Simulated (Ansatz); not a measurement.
## Geometry relaxation, with input and output: TiO₂ (part 3 of 3)

The same run, continued: TiO₂ (6 atoms in the cell); DFT, PBE, plane waves, PAW, no spin polarisation (Ansatz 0.2.0); cutoff 240 eV, 10×10×10 k-mesh, Gaussian smearing of 0.02 eV. The structure derives from an entry of the Crystallography Open Database. The settings are looser than a standard set-up, so the numbers are not reference values.

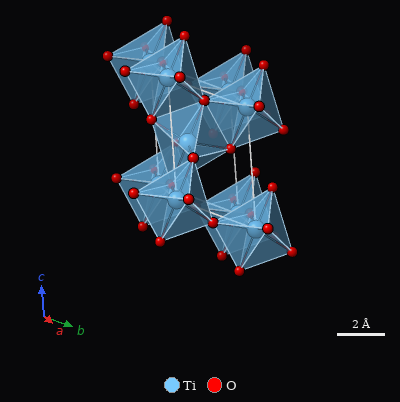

Fig. 1: The geometry at step 32 of the log (polyhedral view of the reduced cell, seen slightly off an axis; polyhedra are completed across the faces of the cell).

**Trajectory as extended XYZ, continued**
```
6
Lattice="-1.8892 1.8892 4.7155 1.8892 -1.8892 4.7155 1.8892 1.8892 -4.7155" Properties=species:S:1:pos:R:3:forces:R:3 step=16 energy=-7265.70136 pressure_GPa=0.06
Ti    0.0000    0.0000    0.0000    0.0000   0.0000   0.0000
Ti    0.0000    1.8892    2.3578    0.0000   0.0000   0.0000
O     0.0000    0.0000    1.9652    0.0000   0.0000  -0.0006
O     0.0000    1.8892    4.3230    0.0000   0.0000  -0.0006
O     0.0000    1.8892    0.3925    0.0000   0.0000   0.0006
O     0.0000    0.0000    7.4658    0.0000   0.0000   0.0006
6
Lattice="-1.8903 1.8903 4.7091 1.8903 -1.8903 4.7091 1.8903 1.8903 -4.7091" Properties=species:S:1:pos:R:3:forces:R:3 step=17 energy=-7265.71359 pressure_GPa=0.05
Ti    0.0000    0.0000    0.0000    0.0000   0.0000   0.0000
Ti    0.0000    1.8903    2.3545    0.0000   0.0000   0.0000
O     0.0000    0.0000    1.9644    0.0000   0.0000   0.0002
O     0.0000    1.8903    4.3190    0.0000   0.0000   0.0002
O     0.0000    1.8903    0.3901    0.0000   0.0000  -0.0002
O     0.0000    0.0000    7.4537    0.0000   0.0000  -0.0002
6
Lattice="-1.8903 1.8903 4.7091 1.8903 -1.8903 4.7091 1.8903 1.8903 -4.7091" Properties=species:S:1:pos:R:3:forces:R:3 step=18 energy=-7265.70880 pressure_GPa=0.03
Ti    0.0000    0.0000    0.0000    0.0000   0.0000   0.0000
Ti    0.0000    1.8903    2.3545    0.0000   0.0000   0.0000
O     0.0000    0.0000    1.9644    0.0000   0.0000  -0.0030
O     0.0000    1.8903    4.3190    0.0000   0.0000  -0.0030
O     0.0000    1.8903    0.3901    0.0000   0.0000   0.0030
O     0.0000    0.0000    7.4537    0.0000   0.0000   0.0030
6
Lattice="-1.8912 1.8912 4.7034 1.8912 -1.8912 4.7034 1.8912 1.8912 -4.7034" Properties=species:S:1:pos:R:3:forces:R:3 step=19 energy=-7265.71589 pressure_GPa=-0.00
Ti    0.0000    0.0000    0.0000    0.0000   0.0000   0.0000
Ti    0.0000    1.8912    2.3517    0.0000   0.0000   0.0000
O     0.0000    0.0000    1.9636    0.0000   0.0000  -0.0003
O     0.0000    1.8912    4.3153    0.0000   0.0000  -0.0003
O     0.0000    1.8912    0.3881    0.0000   0.0000   0.0003
O     0.0000    0.0000    7.4432    0.0000   0.0000   0.0003
6
Lattice="-1.8912 1.8912 4.7034 1.8912 -1.8912 4.7034 1.8912 1.8912 -4.7034" Properties=species:S:1:pos:R:3:forces:R:3 step=20 energy=-7265.70745 pressure_GPa=0.02
Ti    0.0000    0.0000    0.0000    0.0000   0.0000   0.0000
Ti    0.0000    1.8912    2.3517    0.0000   0.0000   0.0000
O     0.0000    0.0000    1.9636    0.0000   0.0000  -0.0051
O     0.0000    1.8912    4.3153    0.0000   0.0000  -0.0051
O     0.0000    1.8912    0.3881    0.0000   0.0000   0.0051
O     0.0000    0.0000    7.4432    0.0000   0.0000   0.0051
6
Lattice="-1.8920 1.8920 4.6991 1.8920 -1.8920 4.6991 1.8920 1.8920 -4.6991" Properties=species:S:1:pos:R:3:forces:R:3 step=21 energy=-7265.71115 pressure_GPa=0.01
Ti    0.0000    0.0000    0.0000    0.0000   0.0000   0.0000
Ti    0.0000    1.8920    2.3496    0.0000   0.0000   0.0000
O     0.0000    0.0000    1.9628    0.0000   0.0000  -0.0004
O     0.0000    1.8920    4.3124    0.0000   0.0000  -0.0004
O     0.0000    1.8920    0.3867    0.0000   0.0000   0.0004
O     0.0000    0.0000    7.4354    0.0000   0.0000   0.0004
6
Lattice="-1.8920 1.8920 4.6991 1.8920 -1.8920 4.6991 1.8920 1.8920 -4.6991" Properties=species:S:1:pos:R:3:forces:R:3 step=22 energy=-7265.70578 pressure_GPa=0.00
Ti    0.0000    0.0000    0.0000    0.0000   0.0000   0.0000
Ti    0.0000    1.8920    2.3496    0.0000   0.0000   0.0000
O     0.0000    0.0000    1.9628    0.0000   0.0000   0.0040
O     0.0000    1.8920    4.3124    0.0000   0.0000   0.0040
O     0.0000    1.8920    0.3867    0.0000   0.0000  -0.0040
O     0.0000    0.0000    7.4354    0.0000   0.0000  -0.0040
6
Lattice="-1.8926 1.8926 4.6954 1.8926 -1.8926 4.6954 1.8926 1.8926 -4.6954" Properties=species:S:1:pos:R:3:forces:R:3 step=23 energy=-7265.71498 pressure_GPa=0.00
Ti    0.0000    0.0000    0.0000    0.0000   0.0000   0.0000
Ti    0.0000    1.8926    2.3477    0.0000   0.0000   0.0000
O     0.0000    0.0000    1.9626    0.0000   0.0000   0.0000
O     0.0000    1.8926    4.3103    0.0000   0.0000   0.0000
O     0.0000    1.8926    0.3851    0.0000   0.0000   0.0000
O     0.0000    0.0000    7.4282    0.0000   0.0000   0.0000
6
Lattice="-1.8926 1.8926 4.6954 1.8926 -1.8926 4.6954 1.8926 1.8926 -4.6954" Properties=species:S:1:pos:R:3:forces:R:3 step=24 energy=-7265.70613 pressure_GPa=-0.01
Ti    0.0000    0.0000    0.0000    0.0000   0.0000   0.0000
Ti    0.0000    1.8926    2.3477    0.0000   0.0000   0.0000
O     0.0000    0.0000    1.9626    0.0000   0.0000  -0.0005
O     0.0000    1.8926    4.3103    0.0000   0.0000  -0.0005
O     0.0000    1.8926    0.3851    0.0000   0.0000   0.0005
O     0.0000    0.0000    7.4282    0.0000   0.0000   0.0005
6
Lattice="-1.8930 1.8930 4.6926 1.8930 -1.8930 4.6926 1.8930 1.8930 -4.6926" Properties=species:S:1:pos:R:3:forces:R:3 step=25 energy=-7265.71313 pressure_GPa=-0.00
Ti    0.0000    0.0000    0.0000    0.0000   0.0000   0.0000
Ti    0.0000    1.8930    2.3463    0.0000   0.0000   0.0000
O     0.0000    0.0000    1.9623    0.0000   0.0000  -0.0003
O     0.0000    1.8930    4.3086    0.0000   0.0000  -0.0003
O     0.0000    1.8930    0.3840    0.0000   0.0000   0.0003
O     0.0000    0.0000    7.4229    0.0000   0.0000   0.0003
6
Lattice="-1.8930 1.8930 4.6926 1.8930 -1.8930 4.6926 1.8930 1.8930 -4.6926" Properties=species:S:1:pos:R:3:forces:R:3 step=26 energy=-7265.70266 pressure_GPa=-0.01
Ti    0.0000    0.0000    0.0000    0.0000   0.0000   0.0000
Ti    0.0000    1.8930    2.3463    0.0000   0.0000   0.0000
O     0.0000    0.0000    1.9623    0.0000   0.0000   0.0033
O     0.0000    1.8930    4.3086    0.0000   0.0000   0.0033
O     0.0000    1.8930    0.3840    0.0000   0.0000  -0.0033
O     0.0000    0.0000    7.4229    0.0000   0.0000  -0.0033
6
Lattice="-1.8933 1.8933 4.6902 1.8933 -1.8933 4.6902 1.8933 1.8933 -4.6902" Properties=species:S:1:pos:R:3:forces:R:3 step=27 energy=-7265.70983 pressure_GPa=-0.00
Ti    0.0000    0.0000    0.0000    0.0000   0.0000   0.0000
Ti    0.0000    1.8933    2.3451    0.0000   0.0000   0.0000
O     0.0000    0.0000    1.9620    0.0000   0.0000   0.0020
O     0.0000    1.8933    4.3071    0.0000   0.0000   0.0020
O     0.0000    1.8933    0.3830    0.0000   0.0000  -0.0020
O     0.0000    0.0000    7.4183    0.0000   0.0000  -0.0020
6
Lattice="-1.8933 1.8933 4.6902 1.8933 -1.8933 4.6902 1.8933 1.8933 -4.6902" Properties=species:S:1:pos:R:3:forces:R:3 step=28 energy=-7265.70295 pressure_GPa=0.00
Ti    0.0000    0.0000    0.0000    0.0000   0.0000   0.0000
Ti    0.0000    1.8933    2.3451    0.0000   0.0000   0.0000
O     0.0000    0.0000    1.9620    0.0000   0.0000   0.0013
O     0.0000    1.8933    4.3071    0.0000   0.0000   0.0013
O     0.0000    1.8933    0.3830    0.0000   0.0000  -0.0013
O     0.0000    0.0000    7.4183    0.0000   0.0000  -0.0013
6
Lattice="-1.8937 1.8937 4.6880 1.8937 -1.8937 4.6880 1.8937 1.8937 -4.6880" Properties=species:S:1:pos:R:3:forces:R:3 step=29 energy=-7265.70809 pressure_GPa=-0.00
Ti    0.0000    0.0000    0.0000    0.0000   0.0000   0.0000
Ti    0.0000    1.8937    2.3440    0.0000   0.0000   0.0000
O     0.0000    0.0000    1.9619    0.0000   0.0000   0.0000
O     0.0000    1.8937    4.3059    0.0000   0.0000   0.0000
O     0.0000    1.8937    0.3822    0.0000   0.0000   0.0000
O     0.0000    0.0000    7.4142    0.0000   0.0000   0.0000
6
Lattice="-1.8937 1.8937 4.6880 1.8937 -1.8937 4.6880 1.8937 1.8937 -4.6880" Properties=species:S:1:pos:R:3:forces:R:3 step=30 energy=-7265.68660 pressure_GPa=0.04
Ti    0.0000    0.0000    0.0000    0.0000   0.0000   0.0000
Ti    0.0000    1.8937    2.3440    0.0000   0.0000   0.0000
O     0.0000    0.0000    1.9619    0.0000   0.0000  -0.0002
O     0.0000    1.8937    4.3059    0.0000   0.0000  -0.0002
O     0.0000    1.8937    0.3822    0.0000   0.0000   0.0002
O     0.0000    0.0000    7.4142    0.0000   0.0000   0.0002
6
Lattice="-1.8940 1.8940 4.6865 1.8940 -1.8940 4.6865 1.8940 1.8940 -4.6865" Properties=species:S:1:pos:R:3:forces:R:3 step=31 energy=-7265.68419 pressure_GPa=-0.02
Ti    0.0000    0.0000    0.0000    0.0000   0.0000   0.0000
Ti    0.0000    1.8940    2.3432    0.0000   0.0000   0.0000
O     0.0000    0.0000    1.9617    0.0000   0.0000  -0.0003
O     0.0000    1.8940    4.3049    0.0000   0.0000  -0.0003
O     0.0000    1.8940    0.3816    0.0000   0.0000   0.0003
O     0.0000    0.0000    7.4113    0.0000   0.0000   0.0003
6
Lattice="-1.8940 1.8940 4.6865 1.8940 -1.8940 4.6865 1.8940 1.8940 -4.6865" Properties=species:S:1:pos:R:3:forces:R:3 step=32 energy=-7265.69101 pressure_GPa=-0.00
Ti    0.0000    0.0000    0.0000    0.0000   0.0000   0.0000
Ti    0.0000    1.8940    2.3432    0.0000   0.0000   0.0000
O     0.0000    0.0000    1.9617    0.0000   0.0000   0.0006
O     0.0000    1.8940    4.3049    0.0000   0.0000   0.0006
O     0.0000    1.8940    0.3816    0.0000   0.0000  -0.0006
O     0.0000    0.0000    7.4113    0.0000   0.0000  -0.0006
6
Lattice="-1.8942 1.8942 4.6852 1.8942 -1.8942 4.6852 1.8942 1.8942 -4.6852" Properties=species:S:1:pos:R:3:forces:R:3 step=33 energy=-7265.69387 pressure_GPa=0.01
Ti    0.0000    0.0000    0.0000    0.0000   0.0000   0.0000
Ti    0.0000    1.8942    2.3426    0.0000   0.0000   0.0000
O     0.0000    0.0000    1.9615    0.0000   0.0000   0.0005
O     0.0000    1.8942    4.3041    0.0000   0.0000   0.0005
O     0.0000    1.8942    0.3811    0.0000   0.0000  -0.0005
O     0.0000    0.0000    7.4089    0.0000   0.0000  -0.0005
6
Lattice="-1.8942 1.8942 4.6852 1.8942 -1.8942 4.6852 1.8942 1.8942 -4.6852" Properties=species:S:1:pos:R:3:forces:R:3 step=34 energy=-7265.68663 pressure_GPa=0.01
Ti    0.0000    0.0000    0.0000    0.0000   0.0000   0.0000
Ti    0.0000    1.8942    2.3426    0.0000   0.0000   0.0000
O     0.0000    0.0000    1.9615    0.0000   0.0000  -0.0005
O     0.0000    1.8942    4.3041    0.0000   0.0000  -0.0005
O     0.0000    1.8942    0.3811    0.0000   0.0000   0.0005
O     0.0000    0.0000    7.4089    0.0000   0.0000   0.0005
6
Lattice="-1.8944 1.8944 4.6844 1.8944 -1.8944 4.6844 1.8944 1.8944 -4.6844" Properties=species:S:1:pos:R:3:forces:R:3 step=35 energy=-7265.68675 pressure_GPa=0.02
Ti    0.0000    0.0000    0.0000    0.0000   0.0000   0.0000
Ti    0.0000    1.8944    2.3422    0.0000   0.0000   0.0000
O     0.0000    0.0000    1.9611    0.0000   0.0000   0.0046
O     0.0000    1.8944    4.3033    0.0000   0.0000   0.0046
O     0.0000    1.8944    0.3810    0.0000   0.0000  -0.0046
O     0.0000    0.0000    7.4076    0.0000   0.0000  -0.0046
6
Lattice="-1.8944 1.8944 4.6844 1.8944 -1.8944 4.6844 1.8944 1.8944 -4.6844" Properties=species:S:1:pos:R:3:forces:R:3 step=36 energy=-7265.68710 pressure_GPa=0.00
Ti    0.0000    0.0000    0.0000    0.0000   0.0000   0.0000
Ti    0.0000    1.8944    2.3422    0.0000   0.0000   0.0000
O     0.0000    0.0000    1.9614    0.0000   0.0000   0.0000
O     0.0000    1.8944    4.3036    0.0000   0.0000   0.0000
O     0.0000    1.8944    0.3808    0.0000   0.0000   0.0000
O     0.0000    0.0000    7.4074    0.0000   0.0000   0.0000
6
Lattice="-1.8944 1.8944 4.6844 1.8944 -1.8944 4.6844 1.8944 1.8944 -4.6844" Properties=species:S:1:pos:R:3:forces:R:3 step=37 energy=-7265.68592 pressure_GPa=0.01
Ti    0.0000    0.0000    0.0000    0.0000   0.0000   0.0000
Ti    0.0000    1.8944    2.3422    0.0000   0.0000   0.0000
O     0.0000    0.0000    1.9614    0.0000   0.0000   0.0000
O     0.0000    1.8944    4.3036    0.0000   0.0000   0.0000
O     0.0000    1.8944    0.3808    0.0000   0.0000   0.0000
O     0.0000    0.0000    7.4074    0.0000   0.0000   0.0000
6
Lattice="-1.8945 1.8945 4.6837 1.8945 -1.8945 4.6837 1.8945 1.8945 -4.6837" Properties=species:S:1:pos:R:3:forces:R:3 step=38 energy=-7265.68605 pressure_GPa=-0.00
Ti    0.0000    0.0000    0.0000    0.0000   0.0000   0.0000
Ti    0.0000    1.8945    2.3419    0.0000   0.0000   0.0000
O     0.0000    0.0000    1.9613    0.0000   0.0000   0.0000
O     0.0000    1.8945    4.3032    0.0000   0.0000   0.0000
O     0.0000    1.8945    0.3805    0.0000   0.0000   0.0000
O     0.0000    0.0000    7.4061    0.0000   0.0000   0.0000
6
Lattice="-1.8945 1.8945 4.6837 1.8945 -1.8945 4.6837 1.8945 1.8945 -4.6837" Properties=species:S:1:pos:R:3:forces:R:3 step=39 energy=-7265.69300 pressure_GPa=-0.02
Ti    0.0000    0.0000    0.0000    0.0000   0.0000   0.0000
Ti    0.0000    1.8945    2.3419    0.0000   0.0000   0.0000
O     0.0000    0.0000    1.9613    0.0000   0.0000  -0.0002
O     0.0000    1.8945    4.3032    0.0000   0.0000  -0.0002
O     0.0000    1.8945    0.3805    0.0000   0.0000   0.0002
O     0.0000    0.0000    7.4061    0.0000   0.0000   0.0002
6
Lattice="-1.8946 1.8946 4.6831 1.8946 -1.8946 4.6831 1.8946 1.8946 -4.6831" Properties=species:S:1:pos:R:3:forces:R:3 step=40 energy=-7265.69597 pressure_GPa=-0.01
Ti    0.0000    0.0000    0.0000    0.0000   0.0000   0.0000
Ti    0.0000    1.8946    2.3415    0.0000   0.0000   0.0000
O     0.0000    0.0000    1.9612    0.0000   0.0000   0.0000
O     0.0000    1.8946    4.3028    0.0000   0.0000   0.0000
O     0.0000    1.8946    0.3803    0.0000   0.0000   0.0000
O     0.0000    0.0000    7.4050    0.0000   0.0000   0.0000
6
Lattice="-1.8946 1.8946 4.6831 1.8946 -1.8946 4.6831 1.8946 1.8946 -4.6831" Properties=species:S:1:pos:R:3:forces:R:3 step=41 energy=-7265.69381 pressure_GPa=-0.01
Ti    0.0000    0.0000    0.0000    0.0000   0.0000   0.0000
Ti    0.0000    1.8946    2.3415    0.0000   0.0000   0.0000
O     0.0000    0.0000    1.9612    0.0000   0.0000   0.0001
O     0.0000    1.8946    4.3028    0.0000   0.0000   0.0001
O     0.0000    1.8946    0.3803    0.0000   0.0000  -0.0001
O     0.0000    0.0000    7.4050    0.0000   0.0000  -0.0001
6
Lattice="-1.8946 1.8946 4.6824 1.8946 -1.8946 4.6824 1.8946 1.8946 -4.6824" Properties=species:S:1:pos:R:3:forces:R:3 step=42 energy=-7265.69777 pressure_GPa=-0.00
Ti    0.0000    0.0000    0.0000    0.0000   0.0000   0.0000
Ti    0.0000    1.8946    2.3412    0.0000   0.0000   0.0000
O     0.0000    0.0000    1.9612    0.0000   0.0000   0.0000
O     0.0000    1.8946    4.3024    0.0000   0.0000   0.0000
O     0.0000    1.8946    0.3801    0.0000   0.0000   0.0000
O     0.0000    0.0000    7.4037    0.0000   0.0000   0.0000
6
Lattice="-1.8946 1.8946 4.6824 1.8946 -1.8946 4.6824 1.8946 1.8946 -4.6824" Properties=species:S:1:pos:R:3:forces:R:3 step=43 energy=-7265.69600 pressure_GPa=-0.01
Ti    0.0000    0.0000    0.0000    0.0000   0.0000   0.0000
Ti    0.0000    1.8946    2.3412    0.0000   0.0000   0.0000
O     0.0000    0.0000    1.9612    0.0000   0.0000   0.0003
O     0.0000    1.8946    4.3024    0.0000   0.0000   0.0003
O     0.0000    1.8946    0.3801    0.0000   0.0000  -0.0003
O     0.0000    0.0000    7.4037    0.0000   0.0000  -0.0003
6
Lattice="-1.8947 1.8947 4.6816 1.8947 -1.8947 4.6816 1.8947 1.8947 -4.6816" Properties=species:S:1:pos:R:3:forces:R:3 step=44 energy=-7265.69984 pressure_GPa=-0.00
Ti    0.0000    0.0000    0.0000    0.0000   0.0000   0.0000
Ti    0.0000    1.8947    2.3408    0.0000   0.0000   0.0000
O     0.0000    0.0000    1.9611    0.0000   0.0000   0.0000
O     0.0000    1.8947    4.3019    0.0000   0.0000   0.0000
O     0.0000    1.8947    0.3797    0.0000   0.0000   0.0000
O     0.0000    0.0000    7.4022    0.0000   0.0000   0.0000
6
Lattice="-1.8947 1.8947 4.6816 1.8947 -1.8947 4.6816 1.8947 1.8947 -4.6816" Properties=species:S:1:pos:R:3:forces:R:3 step=45 energy=-7265.69732 pressure_GPa=-0.00
Ti    0.0000    0.0000    0.0000    0.0000   0.0000   0.0000
Ti    0.0000    1.8947    2.3408    0.0000   0.0000   0.0000
O     0.0000    0.0000    1.9611    0.0000   0.0000   0.0014
O     0.0000    1.8947    4.3019    0.0000   0.0000   0.0014
O     0.0000    1.8947    0.3797    0.0000   0.0000  -0.0014
O     0.0000    0.0000    7.4022    0.0000   0.0000  -0.0014
6
Lattice="-1.8948 1.8948 4.6807 1.8948 -1.8948 4.6807 1.8948 1.8948 -4.6807" Properties=species:S:1:pos:R:3:forces:R:3 step=46 energy=-7265.70084 pressure_GPa=0.00
Ti    0.0000    0.0000    0.0000    0.0000   0.0000   0.0000
Ti    0.0000    1.8948    2.3403    0.0000   0.0000   0.0000
O     0.0000    0.0000    1.9610    0.0000   0.0000   0.0000
O     0.0000    1.8948    4.3014    0.0000   0.0000   0.0000
O     0.0000    1.8948    0.3793    0.0000   0.0000   0.0000
O     0.0000    0.0000    7.4003    0.0000   0.0000   0.0000
6
Lattice="-1.8948 1.8948 4.6807 1.8948 -1.8948 4.6807 1.8948 1.8948 -4.6807" Properties=species:S:1:pos:R:3:forces:R:3 step=47 energy=-7265.69491 pressure_GPa=0.01
Ti    0.0000    0.0000    0.0000    0.0000   0.0000   0.0000
Ti    0.0000    1.8948    2.3403    0.0000   0.0000   0.0000
O     0.0000    0.0000    1.9610    0.0000   0.0000  -0.0039
O     0.0000    1.8948    4.3014    0.0000   0.0000  -0.0039
O     0.0000    1.8948    0.3793    0.0000   0.0000   0.0039
O     0.0000    0.0000    7.4003    0.0000   0.0000   0.0039
```

The run was set up as follows.

**Input**
```yaml
crystal:
  lattice:
    - [-1.8921, 1.8921, 4.7573]
    - [1.8921, -1.8921, 4.7573]
    - [1.8921, 1.8921, -4.7573]
  atoms:
    - { symbol: Ti, position: [0.0, 0.0, 0.0] }
    - { symbol: Ti, position: [0.75, 0.25, 0.5] }
    - { symbol: O, position: [0.2081, 0.2081, 0.0] }
    - { symbol: O, position: [0.9581, 0.4581, 0.5] }
    - { symbol: O, position: [0.5419, 0.0419, 0.5] }
    - { symbol: O, position: [0.7919, 0.7919, 0.0] }
basis:
  ecutwfc: 240.0
kpoints:
  mp_grid: { grid: [10, 10, 10] }
hamiltonian:
  xc: pbe
scf:
  occupations: { method: gaussian, width: 0.02 }
output:
  forces: true
  stress: true
  eigenvalues: true
  write_density: true
  write_potential: true
  elf: true
  volumetric_format: npy
relax:
  adjacent_minimum: "off"
  f_tol: 0.005
  max_steps: 80
  cell: { stress_tol: 0.05 }
```

Command:
```bash
ansatz run input.yaml --threads 1 --pin off --max-ram 2560MiB --backend cpu --events-out ev --progress --plain --runs-dir out
```

**Summary**

```tsv
quantity	value
outcome	converged
space group (tolerance 0.01 Å)	I4₁/amd (141)
electrons treated	48
free energy	−7265.6949 eV
Fermi energy	8.541 eV
gap on the k-point mesh	2.08 eV
pressure	0.01 GPa
final volume	67.22 Å³
largest force (length of the vector) at the end	0.004 eV/Å
final cell	a = 5.393 Å, b = 5.393 Å, c = 5.393 Å, α = 138.86°, β = 138.86°, γ = 59.58°
hardware	1 thread of Intel Xeon (Granite Rapids), 128 GiB of memory available, shared host
wall time	2.8 min
peak memory	0.55 GiB
```

**Remarks**

These settings are looser than, or depart from, a standard set-up, so the numbers are not reference values for this system. The program warns: the cutoff is below the recommended one.
